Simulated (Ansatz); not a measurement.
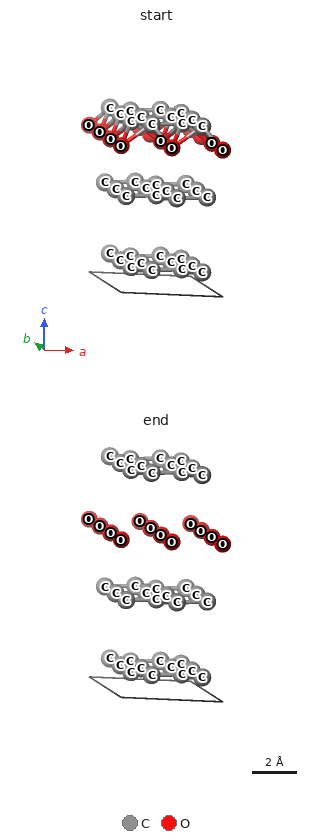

The structure of a slab of composition C6O (cut from the Fmmm phase) before (top) and after (bottom) a constrained relaxation, at one scale.

The picture is a ball-and-stick view of the 2 × 3 repeat of the cell, outlined in the plane, without the vacuum, seen slightly off an axis.

Case: O put at a hollow C-C site. The slab is the (0 0 1) face of C with O on it. 2 atoms are held fixed.

Level of theory: DFT PBE+D3(BJ), scalar-relativistic, plane waves, PAW in Ansatz 0.2.0. Set-up: plane-wave cutoff 420 eV; k-point mesh 12 × 12 × 1; occupations gaussian; smearing width 0.05 eV; collinear spin; dipole correction; atoms relaxed in a fixed cell; force threshold 0.03 eV/Å; at most 70 steps.

**Summarise the run.**

The energy falls by 5.453 eV per cell of the calculation in 16 geometry steps. The largest force component goes from 13 to 0.0074 eV/Å. The largest moves, 2.62 Å, are those of C atoms. Largest moves by element: C 2.62 Å, O 0.51 Å. The lattice vectors keep their values. Some distances before and after: C–O 1.716 → 3.384 Å. Bonds break: C–O (1.72 → 3.38 Å). The program noted that the starting moments weren't kept. The run took 12 min on 1 thread of Intel(R) Xeon(R) Platinum 8259CL CPU @ 2.50GHz (Skylake/Cascade Lake) (shared host), peak memory 0.58 GiB.

Limits of the set-up: the periodic images lie only 2.5 Å apart, so the values are limited by the cell's size.
